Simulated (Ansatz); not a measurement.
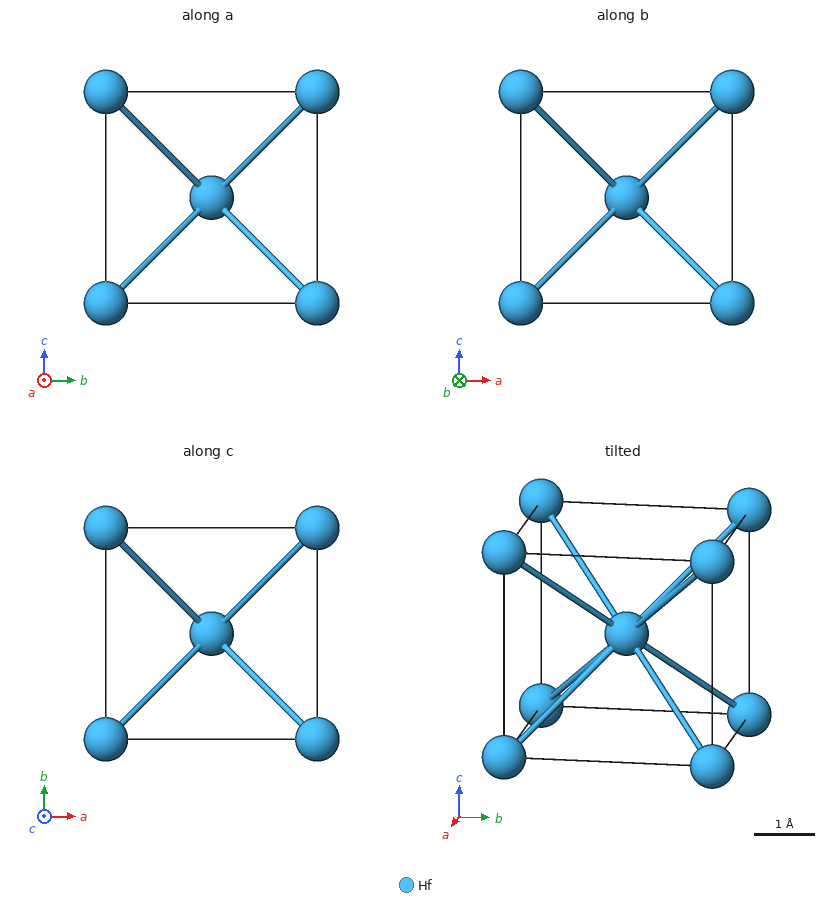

The figure gives a ball-and-stick picture of the atoms, viewed along the a axis, along the b axis, along the c axis and slightly off an axis. Atoms at the boundary of the conventional unit cell (the box) are drawn once for each face, edge or corner they touch.

Lattice parameters: a = 3.542 Å, b = 3.542 Å, c = 3.542 Å, α = 90.00°, β = 90.00°, γ = 90.00°.

**Give the structure in the form of a table of Wyckoff sites.**

Space group Im-3m (No. 229).
```tsv
atom	site	x	y	z
Hf	2a	0.0000	0.0000	0.0000
```

The initial geometry was a structure type filled with this element by a generator (whether the element takes this form wasn't checked). Earlier steps of the study may have refined or changed the cell and positions. It went into a calculation with Ansatz.
